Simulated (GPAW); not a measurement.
BAs (F-43m): refractive index against wavelength

The refractive index of BAs (F-43m) below the direct gap (3.27 eV on the mesh) is read from one computed spectrum, n = √(Re ε).

Cell: a, b, c = 3.378, 3.378, 3.378 Å (primitive vectors), 2 atoms.

Method: GPAW 26.7.0, LDA, RPA, k-mesh 16×16×16, local fields up to 30 eV, Lorentzian half width 0.1 eV.

Launch of the response step: `OMP_NUM_THREADS=1 python df.py`. The run took 31 s, its band step included, on 1 thread of Arm Neoverse V1, on a shared host.

```tsv
wavelength (nm)	photon energy E (eV)	n
1550	0.800	3.1429
1310	0.946	3.1558
1064	1.165	3.1798
850	1.459	3.2219
700	1.771	3.2812
633	1.959	3.3256
532	2.331	?
```

In the single-oscillator model n² − 1 = E₀E_d/(E₀² − E²), so 1/(n² − 1) = E₀/E_d − E²/(E₀E_d) is linear in E².

Working, on the rows shown:

| x = E² (eV²) | y = 1/(n² − 1) |
| --- | --- |
| 0.639837 | 0.11264 |
| 0.895757 | 0.111619 |
| 1.35784 | 0.109756 |
| 2.12762 | 0.106603 |
| 3.13716 | 0.102393 |
| 3.83641 | 0.0994074 |

Means: x̄ = 1.9991, ȳ = 0.10707. Σ(x − x̄)(y − ȳ) = -0.03377, Σ(x − x̄)² = 8.164. Slope = -0.03377 / 8.164 = -0.004137; intercept = ȳ − slope · x̄ = 0.11534. Turned back into n, the line misses the rows shown by at most 0.00093.

Q: Fill in the last column of the withheld row.

A: At x = 5.4314 the line gives y = 0.09287, that is 3.4304. The run gave 3.4392, so the extrapolation is off by 0.0088, 3 % of the range in the table.

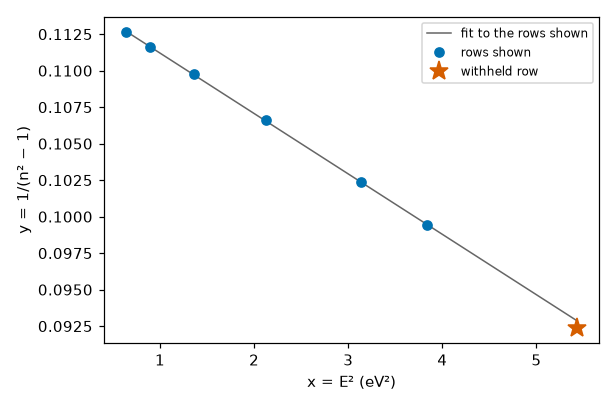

Refitted with all rows, the slope is -0.004221 and the intercept 0.11547. These give E₀ = √(intercept/−slope) = 5.23 eV and E_d = E₀/intercept = 45.3 eV; E₀ is 1.6 times the direct gap. The electronic limit at long wavelengths, without lattice vibrations, is n = √(1 + 1/intercept) = 3.108. Excitons are left out; LDA gaps are as a rule too small. The values come from a sum over the points of one k-mesh and carry its error, which grows as the direct gap shrinks. The local-field cutoff holds few shells of reciprocal vectors for this small cell, so ε∞ can read a few per cent high. Spin-orbit coupling is left out.

[Logs are printed without paths, hosts, clocks, repeated set-up lines and the standing remarks that a program may print on its own settings, such as how far it seeks lower states.]
